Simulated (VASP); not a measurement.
# Band-structure calculation of NaCl

- system: NaCl (Fm-3m, 2 atoms in the cell)
- method: DFT, r2SCAN, plane waves, PAW (VASP 6.6.1)

The structure was built on a prototype by a generator. The geometry comes from this level: r2SCAN (a point of a series of strains). It belongs to a series of runs on one base structure; here: hydrostatic strain -1.0%.

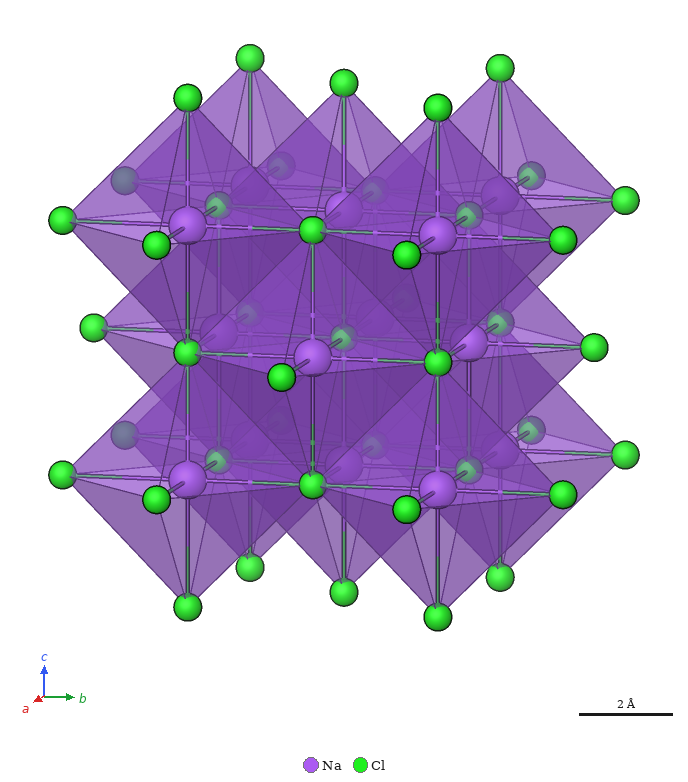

Fig. 1: The structure as given in the input (polyhedral view of the cell 4 times as large as that of the calculation, set on its symmetry axes, seen slightly off an axis; polyhedra are completed across the faces of the cell). An atom can appear more than once, as a periodic image.

Results in brief:

```tsv
quantity	value
outcome	converged
space group (tolerance 0.01 Å)	Fm-3m (225)
electrons treated	14
free energy	−13.7875 eV
Fermi energy	−0.814 eV
band gap	6.13 eV
pressure	0.76 GPa
largest force (length of the vector)	under 0.001 eV/Å
hardware	1 CPU thread, shared host
wall time	66 s
peak memory	0.16 GiB
```

INCAR:
```
ENCUT = 520.000000
SIGMA = 0.010000
EDIFF = 1.00e-07
ALGO = Normal
METAGGA = R2SCAN
PREC = Accurate
IBRION = -1
ISIF = 2
ISMEAR = 0
NBANDS = 14
NELM = 120
NSW = 0
LASPH = .TRUE.
LCHARG = .TRUE.
LELF = .TRUE.
LWAVE = .FALSE.
LREAL = .FALSE.
```

KPOINTS:
```
KPOINTS created by Atomic Simulation Environment
0
Gamma
8 8 8
0 0 0
```

KPOINTS_OPT:
```
special points
6
Reciprocal
0.0000000000 0.0000000000 0.0000000000 1
0.5000000000 0.0000000000 0.5000000000 1
0.6250000000 0.2500000000 0.6250000000 1
0.3750000000 0.3750000000 0.7500000000 1
0.5000000000 0.5000000000 0.5000000000 1
0.5000000000 0.2500000000 0.7500000000 1
```

POSCAR:
```
Na Cl
 1.0000000000000000
     0.0000000000000000    2.7746718371000001    2.7746718371000001
     2.7746718371000001    0.0000000000000000    2.7746718371000001
     2.7746718371000001    2.7746718371000001    0.0000000000000000
 Na  Cl
   1   1
Cartesian
  0.0000000000000000  0.0000000000000000  0.0000000000000000
  2.7746718371000001  2.7746718371000001  2.7746718371000001
```

Launch command:
```bash
mpirun -np 1 vasp_std
```

OSZICAR:
```
N       E                     dE             d eps       ncg     rms          rms(c)
DAV:   1     0.945391784343E+02    0.94539E+02   -0.73086E+03   824   0.107E+03
DAV:   2    -0.761568454513E+01   -0.10215E+03   -0.94400E+02   894   0.278E+02
DAV:   3    -0.158018457328E+02   -0.81862E+01   -0.81289E+01  1064   0.733E+01
DAV:   4    -0.159433163266E+02   -0.14147E+00   -0.14141E+00   920   0.101E+01
DAV:   5    -0.159463882642E+02   -0.30719E-02   -0.30718E-02  1040   0.154E+00    0.229E+00
DAV:   6    -0.137979269055E+02    0.21485E+01   -0.53976E-01   818   0.745E+00    0.236E+00
DAV:   7    -0.137809686876E+02    0.16958E-01   -0.14943E-01  1040   0.280E+00    0.124E+00
DAV:   8    -0.137858431298E+02   -0.48744E-02   -0.61090E-03   974   0.588E-01    0.482E-01
DAV:   9    -0.137874963805E+02   -0.16533E-02   -0.37685E-03   836   0.565E-01    0.127E-01
DAV:  10    -0.137875206869E+02   -0.24306E-04   -0.80509E-05  1136   0.749E-02    0.394E-02
DAV:  11    -0.137875454231E+02   -0.24736E-04   -0.55898E-05   914   0.659E-02    0.584E-02
DAV:  12    -0.137875477427E+02   -0.23196E-05   -0.48262E-06  1034   0.157E-02    0.241E-03
DAV:  13    -0.137875483587E+02   -0.61600E-06   -0.15890E-07   962   0.352E-03    0.364E-03
DAV:  14    -0.137875498398E+02   -0.14811E-05   -0.83979E-08   944   0.279E-03    0.714E-04
DAV:  15    -0.137875497865E+02    0.53280E-07   -0.28969E-09   562   0.462E-04
   1 F= -.13787550E+02 E0= -.13787550E+02  d E =-.162026E-20
       N       E                     dE             ncg
DAV:   1     0.228591842098E+03   -0.29246E+04      168
DAV:   2    -0.356829498277E+03   -0.58542E+03      198
DAV:   3    -0.403549425514E+03   -0.46720E+02      198
DAV:   4    -0.404301573379E+03   -0.75215E+00      216
DAV:   5    -0.404319662791E+03   -0.18089E-01      192
DAV:   6    -0.404320317859E+03   -0.65507E-03      216
DAV:   7    -0.404320346617E+03   -0.28758E-04      218
DAV:   8    -0.404320347663E+03   -0.10466E-05      216
DAV:   9    -0.404320347715E+03   -0.51691E-07      180
```

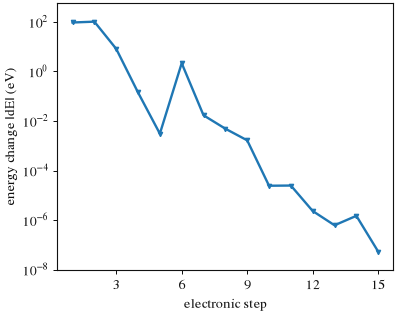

Fig. 2: Convergence of the self-consistent field: energy change |dE| against the electronic step. It takes 15 electronic steps. The density is held fixed in the first few steps, and dE rises again when its update begins.

Parts of OUTCAR:
```
k-points           NKPTS =     29   k-points in BZ     NKDIM =     29   number of bands    NBANDS=     14

   NELECT =      14.0000    total number of electrons

   dimension x,y,z NGX =    30 NGY =   30 NGZ =   30
   dimension x,y,z NGXF=    60 NGYF=   60 NGZF=   60

  energy-cutoff  :      520.00
  volume of cell :       42.72
      direct lattice vectors                 reciprocal lattice vectors
     0.000000000  2.774671837  2.774671837    -0.180201490  0.180201490  0.180201490
     2.774671837  0.000000000  2.774671837     0.180201490 -0.180201490  0.180201490
     2.774671837  2.774671837  0.000000000     0.180201490  0.180201490 -0.180201490

 k-points in reciprocal lattice and weights: KPOINTS created by Atomic Simulation Env
   0.00000000  0.00000000  0.00000000       0.002
   0.12500000  0.00000000  0.00000000       0.016
   0.25000000  0.00000000  0.00000000       0.016
   0.37500000  0.00000000  0.00000000       0.016
   0.50000000  0.00000000  0.00000000       0.008
   0.12500000  0.12500000  0.00000000       0.012
   0.25000000  0.12500000  0.00000000       0.047
   0.37500000  0.12500000  0.00000000       0.047
   0.50000000  0.12500000  0.00000000       0.047
  -0.37500000  0.12500000  0.00000000       0.047
  -0.25000000  0.12500000  0.00000000       0.047
  -0.12500000  0.12500000  0.00000000       0.023
   0.25000000  0.25000000  0.00000000       0.012
   0.37500000  0.25000000  0.00000000       0.047
   0.50000000  0.25000000  0.00000000       0.047
  -0.37500000  0.25000000  0.00000000       0.047
  -0.25000000  0.25000000  0.00000000       0.023
   0.37500000  0.37500000  0.00000000       0.012
   0.50000000  0.37500000  0.00000000       0.047
  -0.37500000  0.37500000  0.00000000       0.023
   0.50000000  0.50000000  0.00000000       0.006
   0.37500000  0.25000000  0.12500000       0.047
   0.50000000  0.25000000  0.12500000       0.094
  -0.37500000  0.25000000  0.12500000       0.047
   0.50000000  0.37500000  0.12500000       0.047
  -0.37500000  0.37500000  0.12500000       0.094
  -0.25000000  0.37500000  0.12500000       0.047
  -0.37500000  0.50000000  0.12500000       0.023
  -0.25000000  0.50000000  0.25000000       0.012

 E-fermi :  -0.8138

 k-point     1 :       0.0000    0.0000    0.0000
  band No.  band energies     occupation
      1     -22.3093      2.00000
      2     -22.3088      2.00000
      3     -22.3088      2.00000
      4     -14.2139      2.00000
      5      -0.8751      2.00000
      6      -0.8751      2.00000
      7      -0.8751      2.00000
      8       5.2538      0.00000
      9      10.9281      0.00000
     10      10.9281      0.00000
     11      10.9281      0.00000
     12      13.2405      0.00000
     13      13.2405      0.00000
     14      14.9419      0.00000

 k-point     2 :       0.1250    0.0000    0.0000
  band No.  band energies     occupation
      1     -22.3142      2.00000
      2     -22.3095      2.00000
      3     -22.3092      2.00000
      4     -14.1591      2.00000
      5      -1.2611      2.00000
      6      -0.9229      2.00000
      7      -0.9229      2.00000
      8       5.7624      0.00000
      9      10.3967      0.00000
     10      11.1501      0.00000
     11      11.1501      0.00000
     12      13.0376      0.00000
     13      13.0376      0.00000
     14      15.9963      0.00000

 k-point     3 :       0.2500    0.0000    0.0000
  band No.  band energies     occupation
      1     -22.3270      2.00000
      2     -22.3103      2.00000
      3     -22.3100      2.00000
      4     -14.0230      2.00000
      5      -2.0421      2.00000
      6      -1.0342      2.00000
      7      -1.0341      2.00000
      8       6.7142      0.00000
      9       9.9614      0.00000
     10      11.3466      0.00000
     11      11.3469      0.00000
     12      13.2863      0.00000
     13      13.2864      0.00000
     14      16.2418      0.00000

 k-point     4 :       0.3750    0.0000    0.0000
  band No.  band energies     occupation
      1     -22.3396      2.00000
      2     -22.3111      2.00000
      3     -22.3107      2.00000
      4     -13.8806      2.00000
      5      -2.7001      2.00000
      6      -1.1405      2.00000
      7      -1.1404      2.00000
      8       7.1362      0.00000
      9      10.5534      0.00000
     10      11.1309      0.00000
     11      11.1314      0.00000
     12      14.7123      0.00000
     13      14.7124      0.00000
     14      15.6484      0.00000

 k-point     5 :       0.5000    0.0000    0.0000
  band No.  band energies     occupation
      1     -22.3447      2.00000
      2     -22.3114      2.00000
      3     -22.3111      2.00000
      4     -13.8197      2.00000
      5      -2.9499      2.00000
      6      -1.1832      2.00000
      7      -1.1831      2.00000
      8       7.1607      0.00000
      9      11.0089      0.00000
     10      11.0093      0.00000
     11      11.1520      0.00000
     12      15.4497      0.00000
     13      16.3595      0.00000
     14      16.3595      0.00000

 [... the levels of 23 k-points are left out ...]

 k-point    29 :      -0.2500    0.5000    0.2500
  band No.  band energies     occupation
      1     -22.3254      2.00000
      2     -22.3251      2.00000
      3     -22.3213      2.00000
      4     -13.7472      2.00000
      5      -2.1775      2.00000
      6      -2.1774      2.00000
      7      -1.6951      2.00000
      8       9.0912      0.00000
      9       9.6269      0.00000
     10       9.6269      0.00000
     11      11.6460      0.00000
     12      16.2674      0.00000
     13      16.2680      0.00000
     14      16.6384      0.00000

  Total        0.2020274      0.2020274      0.2020274      0.0000000     -0.0000000     -0.0000000
  in kB        7.5762786      7.5762786      7.5762786      0.0000000     -0.0000000     -0.0000000
  external PRESSURE =       7.5762786 kB  Pullay stress =       0.0000000 kB

 POSITION                                       TOTAL-FORCE (eV/Angst)
 -----------------------------------------------------------------------------------
      0.00000      0.00000      0.00000         0.000000     -0.000000     -0.000000
      2.77467      2.77467      2.77467        -0.000000      0.000000      0.000000
 -----------------------------------------------------------------------------------
    total drift:                               -0.000000      0.000000      0.000000

  FREE ENERGIE OF THE ION-ELECTRON SYSTEM (eV)
  ---------------------------------------------------
  free  energy   TOTEN  =       -13.7875497865 eV

  energy  without entropy=      -13.7875497865  energy(sigma->0) =      -13.78754979
```

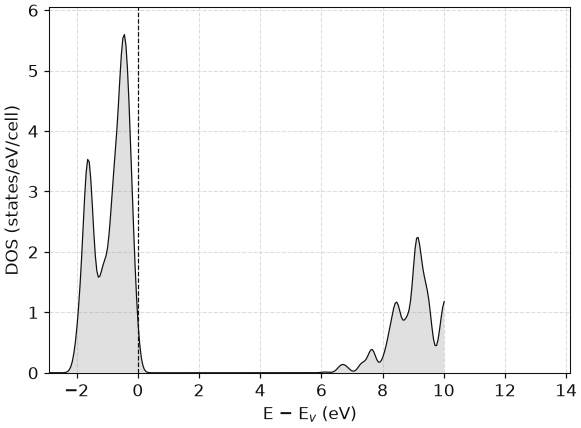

Fig. 3: Density of states (the curve is built from the levels of the k mesh with Gaussians 0.3 eV wide, which also blur the band edges), with energies from the valence-band top. There is a gap of 6.13 eV on the k-point mesh. Small ripples come from the finite k-point mesh.
